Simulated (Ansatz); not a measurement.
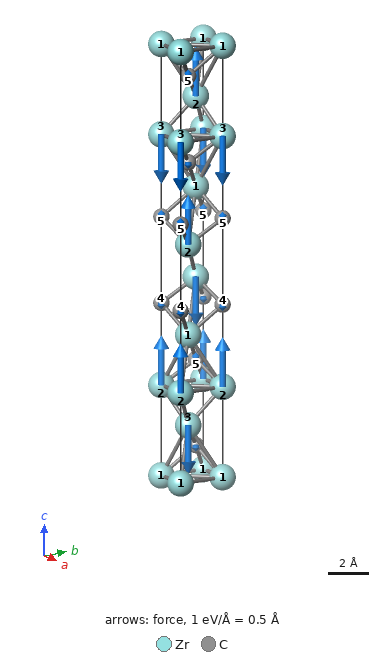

Starting geometry of crystalline Zr₃C₂ (built on the tetradymite_166 type) (coarse preliminary run) with the computed forces as blue arrows. Style: ball-and-stick. Shown: the conventional cell (3 times the calculation's cell), slightly off an axis. Lengths and directions refer to the drawn axes.

Case: anti-tetradymite type (R-3m, No. 166).

Computed with DFT r2SCAN, scalar-relativistic, plane waves, PAW in Ansatz 0.2.0. Settings: plane-wave cutoff 500 eV; k-point mesh 6 × 6 × 6; occupations gaussian; smearing width 0.1 eV; no spin polarisation; cell and atoms relaxed; force threshold 0.04 eV/Å; at most 70 steps.

> Is this structure relaxed? If not, where do the atoms go?

It isn't relaxed: the largest force vector, on Zr atoms, is 5.11 eV/Å. The atoms end up moving mostly along the starting forces (cosine between the two patterns 0.94). The energy falls by 2.544 eV per cell of the calculation in 5 accepted moves (6 points after the start). Largest force component: 5.1 eV/Å at the start, 0.0015 eV/Å at the end. The pressure goes from 24.60 to 0.03 GPa. The SCF was repeated once at an unchanged geometry on a basis and grid sized afresh for the cell, which shifted the energy by 10.1 meV per cell of the calculation at most. The largest moves relative to the cell, 0.41 Å, are those of Zr2 and Zr3. Zr3 goes along −c. By element the largest moves are Zr 0.41 Å, C 0.21 Å. The volume changes by +21.4 %, with a = b 3.184 → 3.344 Å (+5.0 %), c 22.138 → 24.363 Å (+10.0 %). Some distances before and after: Zr2–Zr3 2.641 → 3.497 Å, Zr1–Zr1 3.184 → 3.344 Å, Zr1–Zr2 3.301 → 3.240 Å, Zr2–C5 2.232 → 2.268 Å. Bonds break: Zr2–Zr3 (2.64 → 3.50 Å). Bond angles that change, for instance: Zr3–C4–Zr3 91.0° → 95.0°, Zr1–C4–Zr3 91.9° → 88.1°, Zr1–C4–Zr1 85.0° → 88.7°. The space group stays R-3m (No. 166).
